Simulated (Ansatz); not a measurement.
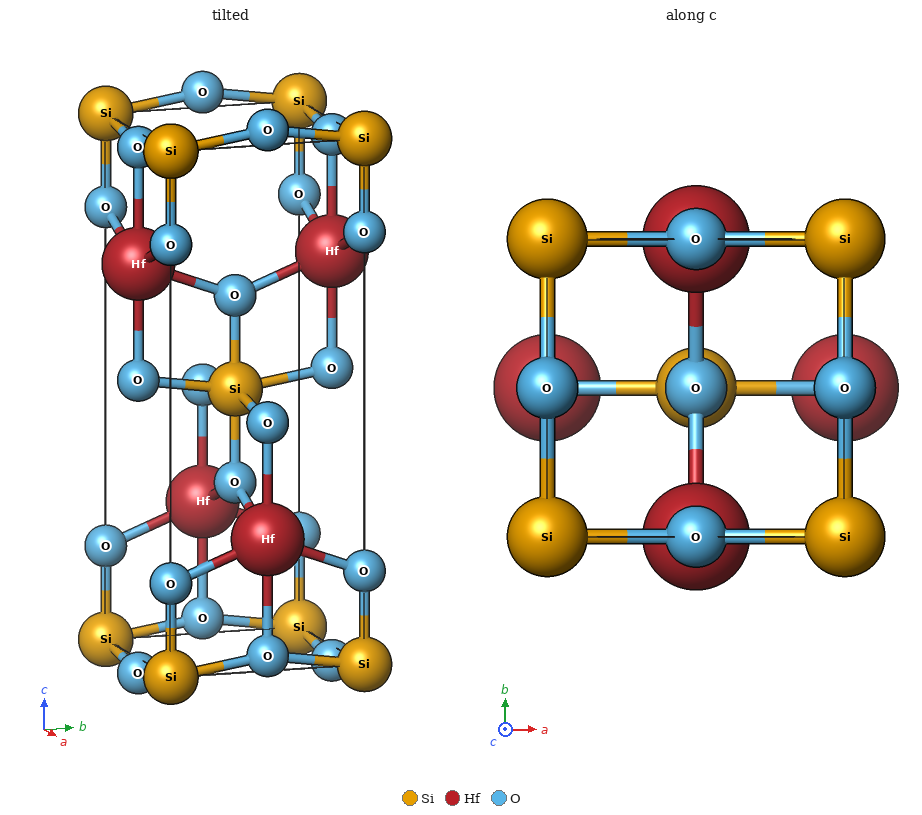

The image is a ball-and-stick drawing of a crystal, viewed slightly off an axis and along the c axis. The outline marks the conventional unit cell.

HfSiO4, space group I-4m2 (No. 119), a = 3.718 Å, b = 3.718 Å, c = 9.761 Å, α = 90.00°, β = 90.00°, γ = 90.00°. It goes back to a structure type filled with these elements by a generator (whether the compound takes this form wasn't checked). Earlier steps of the study may have refined or changed the cell and positions. An electronic-structure calculation with Ansatz was run on it.

This one geometry was computed with Ansatz (DFT, plane waves, PAW) at five levels of theory: HSE06, PBE with spin-orbit coupling, r2SCAN, PBE and PBE0. It was relaxed beforehand with r2SCAN.

Question: Which level gives the highest pressure at this volume, and what does that say about its equilibrium volume?

Answer: Highest: PBE with spin-orbit coupling (5.9 GPa) and PBE (6.1 GPa), which points to the largest equilibrium volume. Lowest, with the smallest volume: HSE06 (-0.4 GPa), r2SCAN (0.0 GPa) and PBE0 (-0.4 GPa). Levels within 0.5 GPa of each other can't be told apart.

Question: How does the band gap change with the level of theory?

Answer: PBE with spin-orbit coupling: a gap of 3.93 eV, direct; PBE: a gap of 3.99 eV, direct; r2SCAN: a gap of 4.42 eV, direct; HSE06: a gap of 5.56 eV, direct; PBE0: a gap of 6.33 eV, direct.

Question: Collect the results in a table.

Answer:
| level | cutoff (eV) | k-mesh of the run's cell | gap (eV) | pressure (GPa) |
| --- | --- | --- | --- | --- |
| HSE06 | 420 | 6×6×6 | 5.56 | -0.4 |
| PBE with spin-orbit coupling | 420 | 10×10×10 | 3.93 | 5.9 |
| r2SCAN | 500 | 10×10×10 | 4.42 | 0.0 |
| PBE | 420 | 10×10×10 | 3.99 | 6.1 |
| PBE0 | 420 | 6×6×6 | 6.33 | -0.4 |

Gaps are taken on the k-mesh or band path of each run.
